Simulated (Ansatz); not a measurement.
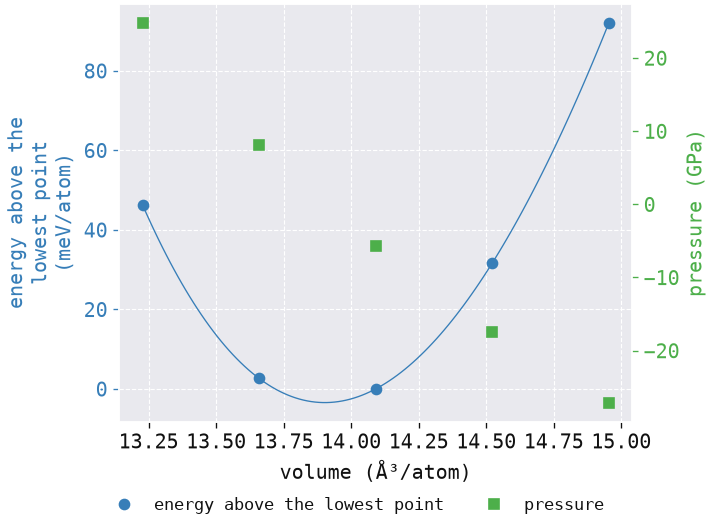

The picture above shows the energy above the lowest point and pressure against volume for Os, space group Fm-3m (No. 225) (one of a set of cubic test structures, which need not be the stable phase).

Calculation (Ansatz 0.2.0 development build): equation of state of a cubic crystal from periodic Kohn-Sham density functional theory without spin, third-order Birch-Murnaghan fit to the free energies; pressure corrected for the finite basis. Level: HSE06.

```csv
setting,value
structure type,fcc
atoms in cell,1
space group number,225
lattice centring,face-centred primitive
k mesh,6×6×6
occupation method,Fermi–Dirac
occupation width,0.1 eV
wave cutoff,700 eV
datasets,hard PAW
density tolerance,0 eV
bands,19
density cutoff ratio,4
search for lower states,default
exchange singularity,regularized
```

Give the fitted equation-of-state parameters.

A third-order Birch–Murnaghan fit gives V0 = 13.90 Å³/atom, B0 = 442 GPa and B′ = 4.7.

What does the pressure do across the range?

It falls from 24.7 GPa at volume 13.23 Å³/atom to −27.1 GPa at 14.95 Å³/atom, and changes sign near 13.91 Å³/atom.

Caveats: coarse k-mesh, values are not converged in k; cubic model structure, not the ambient form; pseudopotentials made with PBE, not this functional.
